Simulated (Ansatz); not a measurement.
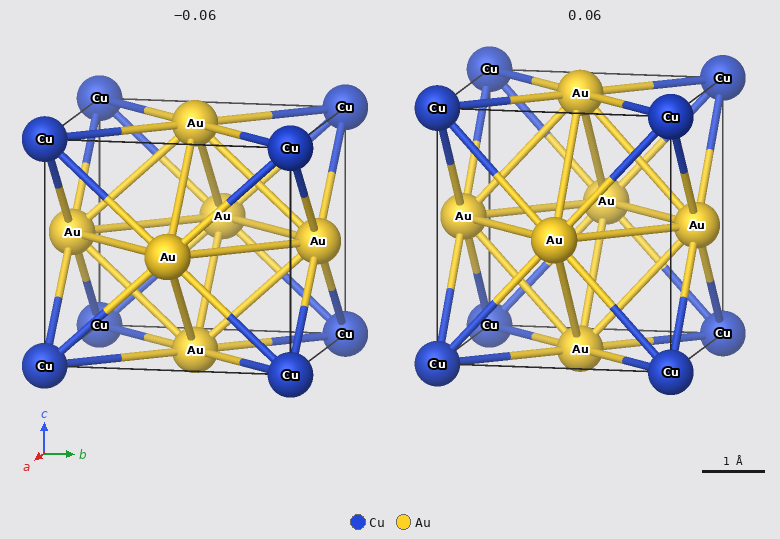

A crystal of CuAu3 (set up in Pm-3m), under uniaxial strain along a (b, c relaxed, atoms fixed by symmetry), with energies (extrapolated to zero smearing) counted from the relaxed crystal, which is the row at zero. The picture shows the first and the last member. The picture is a ball-and-stick view of the cell of the calculation, reduced to other axes, seen slightly off an axis. Lengths and directions refer to the drawn axes.

Computed with Ansatz 0.2.0: DFT PBEsol, scalar-relativistic, plane waves, PAW. Settings: plane-wave cutoff 420 eV; k-point mesh 14 × 14 × 14; occupations gaussian; smearing width 0.1 eV; no spin polarisation; force threshold 0.008 eV/Å.

```csv
strain,energy (meV/atom),a (Å),c (Å)
−0.06,8.96,4.093,3.736
−0.04,4.41,4.050,3.815
−0.02,1.31,4.010,3.895
0.0,0.00,3.974,3.974
0.02,?,?,?
0.04,5.57,3.912,4.133
0.06,13.25,3.885,4.213
```

**Fill in the missing row.**

A parabola through three neighbouring rows (0.0, 0.04, 0.06) gives, with Lagrange weights, (0.3333)(0.00) + (1.0000)(5.57) + (−0.3333)(13.25) = 1.15 meV/atom. The calculation gives 1.32 meV/atom (a = 3.941 Å, c = 4.054 Å). The estimate is 0.17 meV/atom too low. From the first member to the last: Au–Cu 2.894 → 2.747 Å, Au–Au 2.894 → 2.747 Å, Au–Au 2.771 → 2.865 Å.

The whole series:

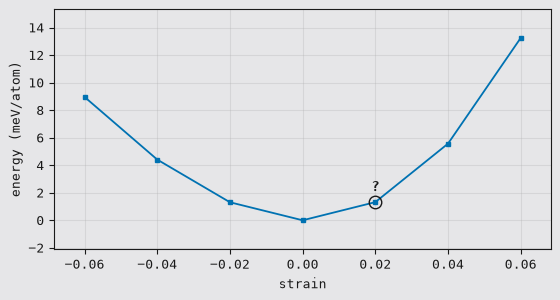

Each member starts from this one structure; whether another phase lies lower wasn't checked.
